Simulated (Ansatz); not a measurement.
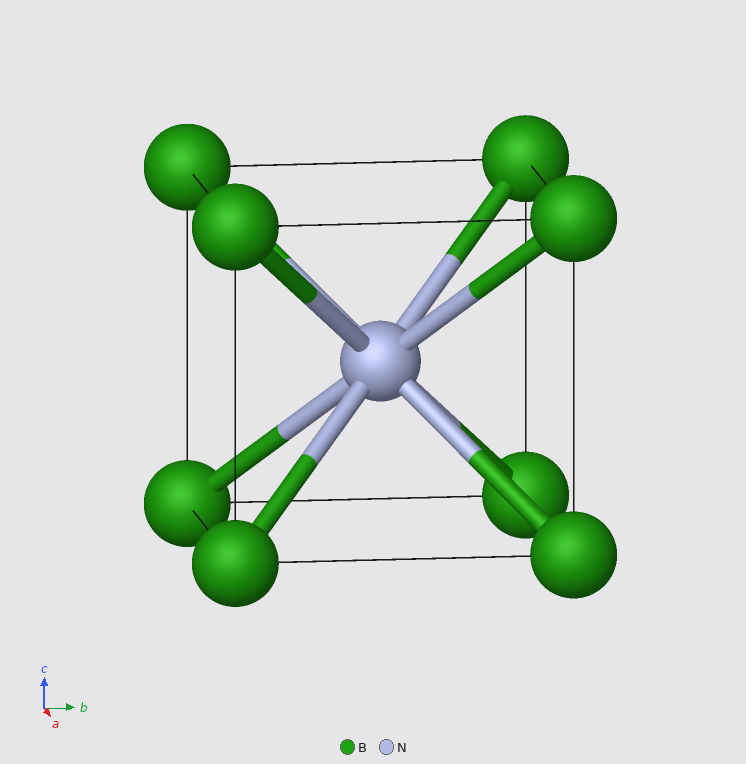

The structure above is drawn in ball-and-stick style and viewed from a general direction. The conventional unit cell is outlined; an atom on or near a face, edge or corner is repeated at each equivalent position.

BN, space group Pm-3m (No. 221), a = 2.31 Å, b = 2.31 Å, c = 2.31 Å, α = 90.00°, β = 90.00°, γ = 90.00°.

Computational set-up: Ansatz 0.2.0, DFT, HSE06, plane waves, PAW, a basis cut at 420 eV, a 6×6×6 mesh of k-points, Fermi-Dirac smearing of 0.02 eV, no spin polarisation.

Question: Predict the gap.

Answer: A metal: bands cross the Fermi level.

Question: How far is the cell from zero pressure?

Answer: The computed pressure is -7.0 GPa (stretched: it would shrink).

Origin of the cell: a structure type filled with these elements by a generator (whether the compound takes this form wasn't checked). Earlier steps of the study may have refined or changed the cell and positions. It was the input of a calculation with Ansatz.

At this level of theory the cell isn't at rest (stretched, at -7 GPa), so its distances can differ from those at equilibrium, the more so the softer the solid.
